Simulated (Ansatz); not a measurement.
# As (Pm-3m, 1 atom in the cell): a soft mode frozen in, part 2 of 2

Aim: this structure of As (Pm-3m, 1 atom in the cell) is to be tested for unstable modes, and one is followed downhill.

Ansatz 0.2.0; DFT PBEsol, scalar-relativistic, plane waves, PAW.

So far, highest frequency on the path or at a solved wavevector (cm⁻¹): step 2 (the dispersion) 192. Also lowest frequency on the path (cm⁻¹): step 2 -196.

This is not the structure that As takes at ambient pressure and room temperature (space group No. 166); it is a model or a phase of other conditions.

## Step 6: Relaxation from the frozen mode

Starting from the lowest point found, all atoms and the cell are let go, so that strain and other modes of the same symmetry can join in.

Input file input.yaml:

```yaml
crystal:
  lattice:
    - [0.0, -2.6885784294, -2.6885784294]
    - [0.0, -2.6885784294, 2.6885784294]
    - [-5.3771568589, -2.6885784294, 0.0]
  atoms:
    - { symbol: As, position: [0.3644798415, 0.875, 0.25] }
    - { symbol: As, position: [0.8855201585, 0.375, 0.25] }
    - { symbol: As, position: [0.125, 0.625, 0.75] }
    - { symbol: As, position: [0.625, 0.125, 0.75] }
kpoints:
  mp_grid: { grid: [10, 10, 10] }
hamiltonian:
  xc: pbesol
scf:
  occupations: { method: methfessel_paxton, width: 0.15 }
output:
  forces: true
  stress: true
  eigenvalues: true
relax:
  adjacent_minimum: "off"
  f_tol: 0.002
  max_steps: 120
  cell: { stress_tol: 0.03 }
```

Run with:

```bash
> ansatz run input.yaml --threads 4 --pin off --max-ram 7168MiB --backend cpu --events-out ev --progress --plain --runs-dir out
```

Numbers of over 12 decimals in the logs are rounded to 6 here.

Log:

```text
[...]
Crystal: 4 atoms, lattice volume = 77.737 Å³
Basis set: ecut = 420 eV, 1517 PW (Γ), exchange–correlation on 54×54×90 points (8 copies of the dense FFT grid, shifted against one another)
Bands: 36, of which v1, the nominal top of the filled ones, is band 30 counted from 1 (29 counted from 0)
Symmetry: 8 space group operations
[...]
k-points: 171 of 1000
[...]
SCF iter   1: F=—  HF=-19251.790390 eV  |F-HF|=—  |Δ(HF+E_count)|=         —  Δρ=1.16e-3  dr2=5.56e-4  ethr=1.77e-3  ⟨swp⟩=5.3  Hψ=22059  notcnv=0
[...]
SCF iter   6: F=-19251.788838 eV  HF=-19251.788838 eV  |F-HF|=7.52e-9  |Δ(HF+E_count)|=   2.29e-8  S|Δr|=    0.00e0  Δρ=3.10e-6  dr2=6.68e-9  ethr=1.51e-10  ⟨swp⟩=4.0  Hψ=21108  notcnv=0
SCF 1 converged in 6 iterations: F = -19251.788838 eV  dr2 = 6.68e-9
[...]
relax step   1: F+E_penalty+E_count = -19251.78883844 eV  Δ(F+E_penalty+E_count) = +0.000e0 eV  max|allowed force component| = 4.906e-3 eV/Å  Δτ_max = 0.0000 Å  P = +0.283 GPa  Ω = 77.737 Å³  (6 SCF iters, dr2 threshold 1.00e-7 eV, accepted)
Crystal: 4 atoms, lattice volume = 78.120 Å³
Basis set: ecut = 420 eV, 1535 PW (Γ), exchange–correlation on 54×54×90 points (8 copies of the dense FFT grid, shifted against one another)
[...]
iter 1 solved again at ethr=4.75e-8 eV; its pass at ethr=3.10e-3 eV (dr2=2.85e-5 eV) is discarded
[...]
SCF iter   4: F=-19251.789021 eV  HF=-19251.789021 eV  |F-HF|=6.86e-8  |Δ(HF+E_count)|=   5.88e-7  S|Δr|=    0.00e0  Δρ=1.50e-5  dr2=1.80e-7  ethr=6.05e-10  ⟨swp⟩=5.0  Hψ=25719  notcnv=0
SCF 2 converged in 4 iterations: F = -19251.789021 eV  dr2 = 1.80e-7
[...]
relax step   2: F+E_penalty+E_count = -19251.78902084 eV  Δ(F+E_penalty+E_count) = -1.824e-4 eV  max|allowed force component| = 1.171e-2 eV/Å  Δτ_max = 0.0011 Å  P = -0.144 GPa  Ω = 78.120 Å³  energy of the carried Pulay correction = -6.676e-5 eV  (4 SCF iters, dr2 threshold 3.63e-7 eV, accepted)
Crystal: 4 atoms, lattice volume = 78.010 Å³
Basis set: ecut = 420 eV, 1533 PW (Γ), exchange–correlation on 54×54×90 points (8 copies of the dense FFT grid, shifted against one another)
[...]
SCF iter   4: F=-19251.789112 eV  HF=-19251.789112 eV  |F-HF|=4.69e-9  |Δ(HF+E_count)|=   4.31e-8  S|Δr|=    0.00e0  Δρ=3.91e-6  dr2=1.53e-8  ethr=9.83e-11  ⟨swp⟩=4.0  Hψ=20824  notcnv=0
SCF 3 converged in 4 iterations: F = -19251.789112 eV  dr2 = 1.53e-8
relax step   3: F+E_penalty+E_count = -19251.78911179 eV  Δ(F+E_penalty+E_count) = -9.095e-5 eV  max|allowed force component| = 9.974e-3 eV/Å  Δτ_max = 0.0005 Å  P = -0.016 GPa  Ω = 78.010 Å³  energy of the carried Pulay correction = -4.757e-5 eV  (4 SCF iters, dr2 threshold 7.12e-8 eV, accepted)
[...]
relax step   4: F+E_penalty+E_count = -19251.78928182 eV  Δ(F+E_penalty+E_count) = -1.700e-4 eV  max|allowed force component| = 8.420e-3 eV/Å  Δτ_max = 0.0070 Å  P = -0.021 GPa  Ω = 78.064 Å³  energy of the carried Pulay correction = -5.701e-5 eV  (6 SCF iters, dr2 threshold 6.22e-9 eV, accepted)
[...]
relax step   5: F+E_penalty+E_count = -19251.78950694 eV  Δ(F+E_penalty+E_count) = -2.251e-4 eV  max|allowed force component| = 1.115e-3 eV/Å  Δτ_max = 0.0151 Å  P = -0.002 GPa  Ω = 78.183 Å³  energy of the carried Pulay correction = -7.767e-5 eV  (7 SCF iters, dr2 threshold 4.43e-9 eV, accepted)
[...]
relax step   6: F+E_penalty+E_count = -19251.78950680 eV  Δ(F+E_penalty+E_count) = +1.461e-7 eV  max|allowed force component| = 9.108e-4 eV/Å  Δτ_max = 0.0032 Å  P = +0.005 GPa  Ω = 78.211 Å³  energy of the carried Pulay correction = -8.254e-5 eV  (8 SCF iters, accepted)
[...]
SCF iter   5: F=-19251.789588 eV  HF=-19251.789588 eV  |F-HF|=3.64e-12  |Δ(HF+E_count)|=  1.13e-10  S|Δr|=    0.00e0  Δρ=3.20e-8  dr2=1.32e-12  ethr=1.00e-12  ⟨swp⟩=5.0  Hψ=26810  notcnv=0
SCF 7 converged in 5 iterations: F = -19251.789588 eV  dr2 = 1.32e-12
relax step   7: F+E_penalty+E_count = -19251.78958755 eV  Δ(F+E_penalty+E_count) = -8.075e-5 eV  max|allowed force component| = 9.099e-4 eV/Å  Δτ_max = 0.0000 Å  P = +0.005 GPa  Ω = 78.211 Å³  stress off target by 1.46e-2 GPa  SCF on the basis re-selected at this cell (its energy is not comparable with the rows above)  (5 SCF iters)
basis re-selected at this cell: Δ(F+E_penalty+E_count) = -8.075e-5 eV, ΔP = +0.000 GPa vs the last step (what re-selecting the basis moved, of the pressure what is left beyond the Pulay correction that the steps carried, after the strain that the cell walked since its last selection, with what the two solves' SCF thresholds leave and, on support functions, any second-order correction that the steps lacked; it is no m [...]
SCF converged after 5 iterations
[...]
Free energy (F): -19251.789588 eV
[...]
Internal energy: -19251.789296 eV  (E = F + TS)
E sigma→0 (E₀):  -19251.789515 eV
Entropy (-TS):   -0.000291 eV (-0.073 meV/atom)
Fermi energy:    11.806533 eV
[...]
--- Forces (eV/Å), atoms counted from 1 ---
  atom   1  As     0.00000000    -0.00090993    -0.00090993
  atom   2  As    -0.00000000     0.00090993     0.00090993
  atom   3  As     0.00000000     0.00000000     0.00000000
  atom   4  As     0.00000000     0.00000000     0.00000000
  max |Σ_I F_I| component: 1.73e-18 eV/Å
--- Stress (GPa, compression-positive) ---
       -0.003304       0.000000      -0.000000
        0.000000       0.009330      -0.005235
       -0.000000      -0.005235       0.009330
  P = ⅓ Tr σ = 0.0051 GPa (0.051 kbar)
--- Band table (eV; the first three rows and the last of 171) ---
  k-point 0: bands = [... 26 lower, 8.4151, 8.4188, 8.4843, 14.8242, 14.8364, 14.9399, 15.2942, 15.8960, ... 2 higher]
  k-point 1: bands = [... 26 lower, 8.1087, 8.7819, 8.8319, 13.4844, 14.7037, 15.2235, 15.5602, 15.9714, ... 2 higher]
  k-point 2: bands = [... 26 lower, 7.8307, 9.1762, 9.2221, 12.2372, 13.8320, 14.4152, 15.9107, 16.0943, ... 2 higher]
  k-point 170: bands = [... 26 lower, 6.6062, 7.0088, 8.4826, 9.5160, 14.7063, 15.2451, 15.7338, 16.5729, ... 2 higher]
--- Relaxed structure (6 steps of the walk, 6 accepted, 1 SCFs on fresh bases) ---
  F+E_penalty+E_count = -19251.78958755 eV   max|allowed force component| = 9.099e-4 eV/Å   (the final SCF, on the basis selected at the relaxed cell)
  cell:  # Å, volume = 78.2107 Å³
    - [0, -2.704032, -2.704032]
    - [0, -2.684063, 2.684063]
    - [-5.388048, -2.694048, -0.00998476]
  atoms:
    - { symbol: As, position: [0.357397, 0.875, 0.25] }
    - { symbol: As, position: [0.892603, 0.375000, 0.25] }
    - { symbol: As, position: [0.125000, 0.625, 0.75] }
    - { symbol: As, position: [0.625000, 0.125000, 0.75] }
```

Run time: 43 s. Hardware: 4 threads of Arm Neoverse V1, shared host; peak memory 0.64 GiB.

Relaxation path:

```tsv
step	energy less that of the first step (eV)	largest force component (eV/Å)	pressure (GPa)	volume (Å³)
1	0.0000	0.0049	0.28	77.74
2	-0.0002	0.0117	-0.14	78.12
3	-0.0003	0.0100	-0.02	78.01
4	-0.0004	0.0084	-0.02	78.06
5	-0.0007	0.0011	0.00	78.18
6	-0.0007	0.0009	0.00	78.21
7*	-0.0007	0.0009	0.01	78.21
```

Relaxation steps marked * repeat the geometry before them on a plane-wave basis chosen anew for their cell, so energy and pressure can jump there.

Forces are held to the 8 operations that the run works with; a distortion that breaks them can't arise in this run.

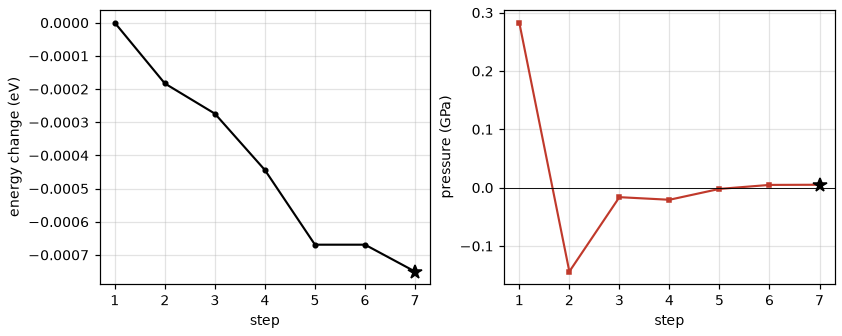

Energy and pressure along the relaxation. Stars mark steps on a basis chosen anew.

```tsv
conventional cell, symmetrised	before	after	change
a (Å)	3.802	3.796	-0.2 %
b (Å)	10.754	10.776	+0.2 %
c (Å)	3.802	3.824	+0.6 %
volume (Å³/atom)	19.43	19.55	+0.6 %
```

The atoms that moved most (Å, as changes of fractional coordinates times the final cell):

```tsv
atom	dx	dy	dz	length
As2	0.000	-0.019	-0.019	0.027
As1	0.000	0.019	0.019	0.027
```

Numbers from this step:

```yaml
pressure: 0.005118 GPa
volume_per_atom: 19.55 Å³
```

The distorted start has space group Imma; the relaxation ends in Imma.

## Step 7: The new phase in its own primitive cell

The relaxed structure is symmetrised, reduced to its primitive cell and relaxed tightly, as its phonons need.

input.yaml, the sections that differ from step 6:

```yaml
crystal:
  lattice:
    - [-1.8979190886, 5.3880477439, 1.9120396683]
    - [1.8979190886, -5.3880477439, 1.9120396683]
    - [1.8979190886, 5.3880477439, -1.9120396683]
  atoms:
    - { symbol: As, position: [0.2323966804, 0.4823966804, 0.75] }
    - { symbol: As, position: [0.7676033196, 0.5176033196, 0.25] }
    - { symbol: As, position: [0.0, 0.5, 0.5] }
    - { symbol: As, position: [0.5, 0.5, 0.0] }
kpoints:
  mp_grid: { grid: [14, 14, 14] }
relax:
  adjacent_minimum: "off"
  f_tol: 0.001
  max_steps: 60
  cell: { stress_tol: 0.01 }
# hamiltonian, scf, output: as in step 6
```

Log:

```text
[...]
--- Relaxed structure (6 steps of the walk, 6 accepted, 1 SCFs on fresh bases) ---
[...]
cell:  # Å, volume = 78.4090 Å³
    - [-1.901868, 5.380021, 1.915764]
    - [1.901868, -5.380021, 1.915764]
    - [1.901868, 5.380021, -1.915764]
  atoms:
    - { symbol: As, position: [0.228531, 0.478531, 0.75] }
    - { symbol: As, position: [0.771469, 0.521469, 0.250000] }
    - { symbol: As, position: [0, 0.5, 0.5] }
    - { symbol: As, position: [0.500000, 0.500000, 0] }
[key lines of the parts left out:]
SCF converged after 6 iterations
Free energy (F): -19251.779966 eV
Fermi energy:    11.731300 eV
P = ⅓ Tr σ = 0.0003 GPa (0.003 kbar)
```

It took 1.7 min on 4 threads; peak memory 1.1 GiB; 6.6 min of CPU time.

Relaxation path:

```tsv
step	energy less that of the first step (eV)	largest force component (eV/Å)	pressure (GPa)	volume (Å³)
1	0.0000	0.0173	0.04	78.21
2	-0.0004	0.0174	-0.03	78.29
3	-0.0004	0.0128	0.02	78.27
4	-0.0005	0.0060	0.00	78.34
5	-0.0006	0.0003	-0.01	78.41
6	-0.0006	0.0001	0.00	78.41
7*	-0.0006	0.0000	0.00	78.41
```

Relaxation steps marked * repeat the geometry before them on a plane-wave basis chosen anew for their cell, so energy and pressure can jump there.

Forces are held to the 8 operations that the run works with; a distortion that breaks them can't arise in this run.

```tsv
conventional cell, symmetrised	before	after	change
a (Å)	3.796	3.804	+0.2 %
b (Å)	10.776	10.760	-0.1 %
c (Å)	3.824	3.832	+0.2 %
volume (Å³/atom)	19.55	19.60	+0.3 %
```

The atoms that moved most (Å, as changes of fractional coordinates times the final cell):

```tsv
atom	dx	dy	dz	length
As1	0.000	0.000	-0.015	0.015
As2	0.000	0.000	0.015	0.015
```

This step gave:

```yaml
pressure: 2.99e-4 GPa
volume_per_atom: 19.60 Å³
```

The largest force component left is 0.046 meV/Å and the pressure is 0.000 GPa, within the tolerances set. The cell now holds 19.60 Å³/atom.

## Step 8: Modes of the new phase, k-mesh 14×14×14

A relaxed structure may still be a saddle point, so its zone-centre modes are computed. No field response is asked, since the mesh shows no gap.

input.yaml, the sections that differ from step 7:

```yaml
crystal:
  lattice:
    - [-1.9018676662, 5.3800206158, 1.9157637336]
    - [1.9018676662, -5.3800206158, 1.9157637336]
    - [1.9018676662, 5.3800206158, -1.9157637336]
  atoms:
    - { symbol: As, position: [0.2285307292, 0.4785307292, 0.75] }
    - { symbol: As, position: [0.7714692708, 0.5214692708, 0.25] }
    - { symbol: As, position: [0.0, 0.5, 0.5] }
    - { symbol: As, position: [0.5, 0.5, 0.0] }
output:
  eigenvalues: true
phonons:
  method: dfpt
# kpoints, hamiltonian, scf: as in step 7
# relax: removed
```

Log:

```text
zone centre: on kpoints.mp_grid the ground state, and the responses unless they are solved on pairs of k-points, stand on 744 of the mesh's 2744 k-points, reduced under 2 symmetry operations, with k and −k counted as one. Each operation leaves every solved displacement unchanged or reverses it
[...]
Crystal: 4 atoms, lattice volume = 78.409 Å³
Basis set: ecut = 420 eV, 1533 PW (Γ), exchange–correlation on 96×96×96 points (8 copies of the dense FFT grid, shifted against one another)
Bands: 36, of which v1, the nominal top of the filled ones, is band 30 counted from 1 (29 counted from 0)
Symmetry: 8 space group operations
k-points: 744 of 2744 (irreducible under 2 space group operations, time reversal used)
[...]
SCF iter   1: F=—  HF=-19251.781719 eV  |F-HF|=—  |Δ(HF+E_count)|=         —  Δρ=1.43e-3  dr2=1.12e-3  ethr=1.77e-3  ⟨swp⟩=5.3  Hψ=97082  notcnv=0
[...]
SCF iter  10: F=-19251.779966 eV  HF=-19251.779966 eV  |F-HF|=3.64e-12  |Δ(HF+E_count)|=  7.28e-12  S|Δr|=    0.00e0  Δρ=2.57e-8  dr2=4.51e-13  ethr=1.00e-12  ⟨swp⟩=7.4  Hψ=126730  notcnv=0
SCF 1 converged in 10 iterations: F = -19251.779966 eV  dr2 = 4.51e-13
[...]
DFPT response loops at Γ: preconditioner auto → Kerker (q_TF=auto, 2.609 Å⁻¹) (partly filled bands, converged f_vac=0.000); β = 1.00, the filter's whole step (`scf.mixing.beta` (0.50) is not read by the response loops under this deck's `scf.mixing.preconditioner`; to damp them name `kerker` or `kerker_dos`, under which they read `scf.mixing.beta`, and type it under 1.00, their step now; both keys bind the ground state too); Broyden in place of MSR1
the response loops of the zone centre start from zero, take more passes and end by a threshold: the memory limit or budget leaves too little room for the subspace of the ground state's own states beside the solves, or none could be made (phonons.method)
SCF converged after 10 iterations
[...]
Free energy (F): -19251.779966 eV
[...]
Internal energy: -19251.778578 eV  (E = F + TS)
E sigma→0 (E₀):  -19251.779619 eV
Entropy (-TS):   -0.001388 eV (-0.347 meV/atom)
Fermi energy:    11.731300 eV
[...]
--- Band table (eV; the first three rows and the last of 744) ---
  k-point 0: bands = [... 26 lower, 8.3503, 8.4107, 8.4542, 14.7561, 14.7880, 14.7903, 15.2619, 15.8466, ... 2 higher]
  k-point 1: bands = [... 26 lower, 8.3851, 8.5724, 8.6678, 14.1832, 14.8358, 15.1757, 15.4915, 15.5441, ... 2 higher]
  k-point 2: bands = [... 26 lower, 8.5699, 8.8711, 9.1119, 13.3997, 14.5463, 14.8282, 15.3359, 15.7262, ... 2 higher]
  k-point 743: bands = [... 26 lower, 9.2109, 9.2442, 9.8553, 9.8931, 9.9606, 13.9248, 16.6262, 16.7916, ... 2 higher]
--- Phonons (Γ-DFPT): 6 representative perturbations + reference, on 744 of 2744 k-points (Σ response iterations 46) ---
  k mesh reduced under 2 symmetry operations, with k and −k counted as one. Each operation leaves every solved displacement unchanged or reverses it
  ASR residual: 2.483e-5 → 0.000e0 eV/Å²; symmetrization residual: 1.830e-6 eV/Å²
  ASR residual per site (eV/Å²): 2.47e-5 2.47e-5 2.48e-5 2.48e-5
  Γ frequencies (cm⁻¹): -108.89 -64.29 -13.69 0.00 0.00 0.00 63.95 64.14 89.86 98.10 161.18 161.50
  non-analytic LO–TO correction: not included (Born effective charges unavailable; polar crystals: no LO–TO splitting at Γ)
```

It took 18 min on 4 threads; peak memory 5.3 GiB.

This step gave:

| Item | Value |
| --- | --- |
| sum-rule residual before enforcement | 2.48e-5 eV/Å² |
| point group | mmm |
| highest optical mode at the zone centre (no LO-TO term) | 161.5 cm⁻¹ |
| lowest optical zone-centre mode | -108.9 cm⁻¹ |

Patterns of degenerate modes are one choice out of their space. Modes at Γ (negative means imaginary):

```tsv
mode	frequency (cm⁻¹)	symmetry
1	-108.9	B2u
2	-64.3	Au
3	-13.7	B2g
4	0.0	acoustic
5	0.0	acoustic
6	0.0	acoustic
7	64.0	B3u
8	64.1	B1u
9	89.9	Ag
10	98.1	B2u
11	161.2	B1u
12	161.5	B3g
```

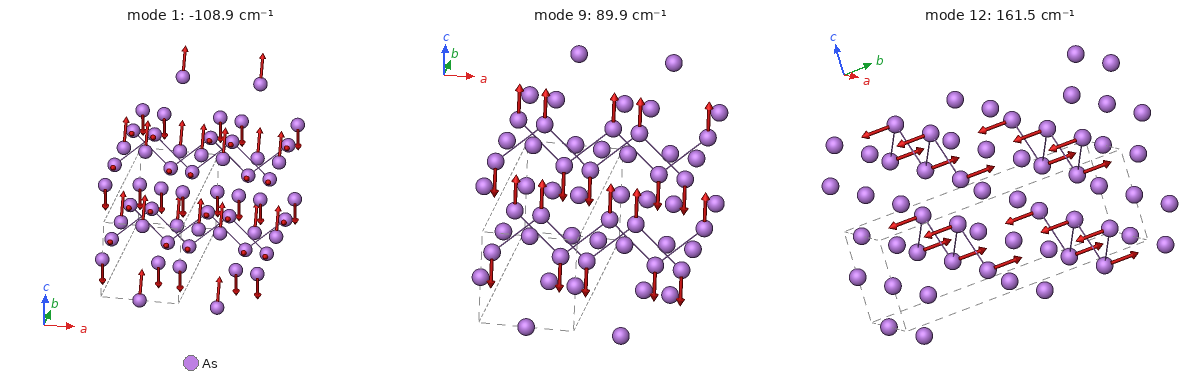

Displacement patterns of modes 1, 9 and 12 at Γ; arrows are exaggerated. 2×1×2 conventional cells are drawn. Some periodic images of atoms are drawn too.

Before it was imposed, the acoustic sum rule was missed by 2.5e-5 eV/Å². Small misses are needed for a sound result but don't prove that mesh and cutoff are converged. The lowest optical mode is imaginary, 108.9i cm⁻¹, so the energy falls along it.

## Step 9: The phases reached

The phases reached along the modes that were followed are set side by side.

Energies are those of the first relaxation, on the mesh of the frozen mode; space group, volume and gap are those of the last relaxation. Phases, by row:

```tsv
mode frozen in	space group	energy from parent (meV/atom)	volume (Å³/atom)	gap on mesh (eV)	lowest zone-centre optical mode (cm⁻¹)	largest shift (Å)
parent	Pm-3m	0	19.43	0	–	–
q = (-0.5, -0.5, -0.5), 196i cm⁻¹	I4/mmm	-46.02	20.26	0	-110	0.154
q = (-0.5, -0.5, -0.5), 196i cm⁻¹	R-3m	-79.66	20.84	0	166.9	0.2
q = (-0.5, -0.5, -0.5), 196i cm⁻¹	Imma	-70.46	20.68	0	55.8	0.19
q = (0.25, -0.5, -0.5), 51i cm⁻¹	I4_122	-0.68	19.93	0	-68.2	0.067
q = (0.25, -0.5, -0.5), 51i cm⁻¹	Fmmm	-9.35	20.37	0	-74.7	0.154
q = (0.25, -0.5, -0.5), 51i cm⁻¹	Imma	-0.32	19.6	0	-108.9	0.067
```

## Step 10: Summary of results

```yaml
unstable_mode_of_the_parent: q = (0.25, -0.5, -0.5), 51i cm⁻¹
depth_at_the_lowest_point_sampled: 0.115 meV/atom
largest_atomic_shift_at_that_point: 0.04 Å
space_group_reached_within_0p01_a: Imma
energy_gained_over_the_parent_first_relaxation_on_the_mesh_of_the_frozen_mode: 0.322 meV/atom
volume_per_atom_phase_reached: 19.6 Å³
lowest_optical_zone_centre_mode_phase_reached: -109 cm⁻¹
highest_optical_mode_at_the_zone_centre_no_lo_to_term_phase_reached: 162 cm⁻¹
```

What this shows: Along this mode the structure falls into Imma, 0.322 meV/atom below the parent. At the parent's cell the well is 0.115 meV/atom deep on the steps tried, with its lowest point at a shift of 0.04 Å. Relaxing atoms and cell changes the gain by +0.21 meV/atom against the lowest step (energies at zero smearing). Most of the total comes from this relaxation. The new phase still has an imaginary mode at the zone centre of its cell, so it is a saddle point on the way to a lower structure. How so shallow a well moves with the k mesh was not tested. Of the 6 patterns followed to their end from this parent, this one ends 79.3 meV/atom above the lowest, R-3m. Another end point lies within 1 meV/atom; how such a difference moves with mesh and cutoff was not tested. Each path keeps the symmetry of its pattern, so a lower phase may lie along a pattern not tried. With no gap, or one that is small against the smearing, the frequencies hang on the k mesh and the smearing, most of all near Kohn anomalies.

[Logs are printed without paths, hosts, clocks, repeated set-up lines and the standing remarks that a program may print on its own settings, such as how far it seeks lower states.]

[Hosts, paths, dates, database ids (printed as entryN), source tags and the programs' standing remarks are cut or masked in the printed files.]
